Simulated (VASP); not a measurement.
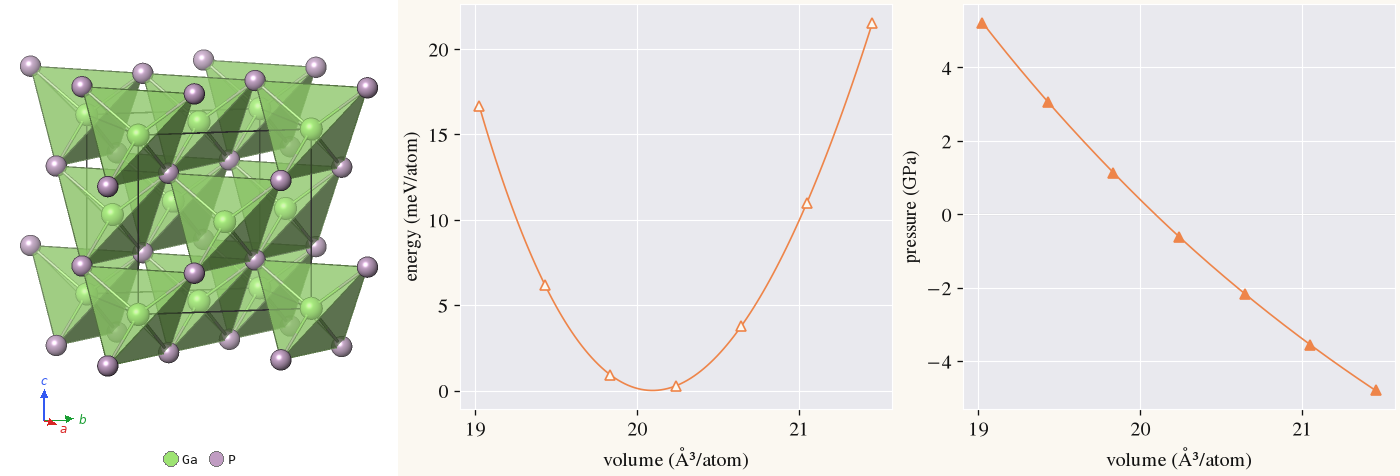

Method: plane-wave DFT, no spin polarisation; energies at scaled volumes of the given cell, shape and fractions fixed, counted from the fit's minimum, third-order Birch-Murnaghan fit (VASP 6.6.1). Level: PBEsol.

k mesh 8×8×8; occupations Fermi–Dirac; smearing width 0.05 eV; potentials VASP PAW PBE potentials, recommended; wave cutoff 520 eV.

Cell as given: a = 3.854 Å, b = 3.854 Å, c = 3.854 Å, α = 60.00°, β = 60.00°, γ = 60.00°; 2 atoms.

Figure. Energy and pressure against volume for GaP, space group F-43m (No. 216). The conventional cell is drawn beside the plot.

A third-order Birch–Murnaghan fit gives V0 = 20.10 Å³/atom, B0 = 84.7 GPa and B′ = 4.5. The energy is 16.66 meV/atom at volume 19.03 Å³/atom and 21.54 meV/atom at 21.45 Å³/atom; the lowest computed point is at volume 20.24 Å³/atom (0.28 meV/atom), in a single well. The pressure falls from 5.22 GPa at volume 19.03 Å³/atom to −4.80 GPa at 21.45 Å³/atom, and changes sign near 20.10 Å³/atom.

Input file:
```
SYSTEM = GaP
PREC     = Accurate       ! precision mode
ENCUT    = 520            ! plane-wave cutoff, eV
EDIFF    = 1E-7           ! SCF threshold, eV
ISMEAR   = -1             ! smearing method
SIGMA    = 0.05           ! smearing width, eV
LREAL    = .FALSE.        ! projectors in reciprocal space
LASPH    = .TRUE.         ! aspherical terms in the spheres
NELM     = 60             ! most SCF steps
ALGO     = Normal         ! electronic algorithm
ISIF     = 2              ! what is computed and relaxed
LWAVE    = .FALSE.        ! write WAVECAR
LCHARG   = .FALSE.        ! write CHGCAR
GGA      = PS             ! functional
NBANDS   = 16             ! bands
```

Command:
```bash
cat potpaw_PBE.64/Ga_d/POTCAR potpaw_PBE.64/P/POTCAR > POTCAR
mpirun -np 1 vasp_std > vasp.out
```
